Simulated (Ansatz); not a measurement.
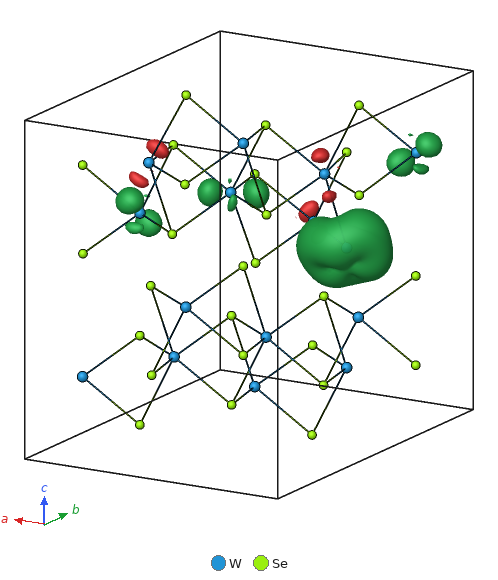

Figure 1: W5Se9 (cell charge +1, with a compensating background) (cell with a defect). Isosurfaces of the spin density (up minus down) at +0.015 (green) and −0.015 e/Å³ (red), seen at an oblique angle. Sticks mark near contacts.

Spin-polarised.

Level of theory: DFT PBE+D3(BJ), scalar-relativistic, plane waves, PAW (Ansatz).

Q: Describe the spin distribution.

A: The spin density sits on W: +0.5 μB in one cell of 42 atoms, with smaller moments on other sites: W (up to +0.05 μB): with much of the spin spread outside that site. The cell of the calculation (42 atoms) carries 1.0 μB of net spin moment.
